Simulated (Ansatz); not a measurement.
Pt (Pm-3n, No. 223): the end point of a relaxation with DFT, revPBE, plane waves (420 eV) with PAW, scalar-relativistic (Ansatz 0.2.0); the starting structure was generated, so it need not be a known form of this composition.

```
Pt
1.0
     5.08828    0.00000    0.00000
     0.00000    5.08828    0.00000
     0.00000    0.00000    5.08828
Pt
8
Cartesian
  0.0000 0.0000 0.0000
  2.5441 2.5441 2.5441
  1.2721 0.0000 2.5441
  3.8162 0.0000 2.5441
  2.5441 1.2721 0.0000
  2.5441 3.8162 0.0000
  0.0000 2.5441 1.2721
  0.0000 2.5441 3.8162
```

> What will a dark-field STEM-like image along [001] show? The image is simulated as a sum over atoms of Z^1.6, blurred by a 0.63 Å probe (no channelling). The display is stretched by a gamma of 0.65; percentages refer to the linear signal. Shot noise was added.

The columns repeat on a square net with a repeat of 5.09 Å (plane group p4mm). The brightest columns hold 2 Pt per repeat; in falling brightness follow 1 Pt (about 50 %). Brightness is counted from the darkest point of the image. The shortest distance between visible columns is 1.27 Å in projection (between Pt columns). Along the beam the structure repeats every 5.09 Å.

```
column  atoms along the beam per repeat  peak brightness
    Pt                             2 Pt            100 %
    Pt                             1 Pt             50 %
```

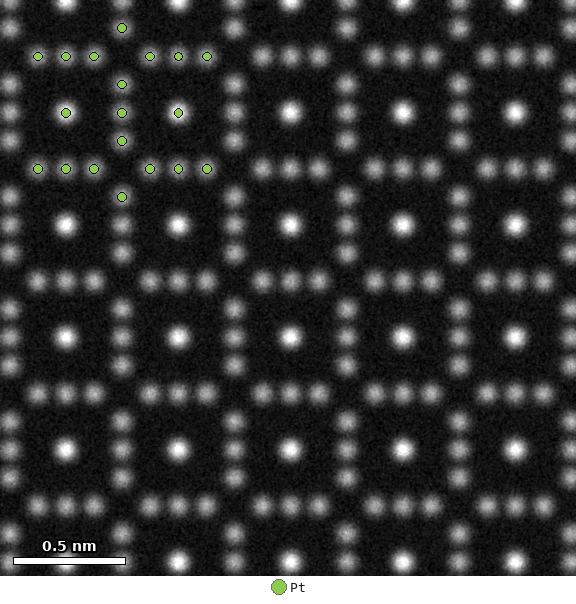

The simulated image, with the columns of the model marked in one corner.
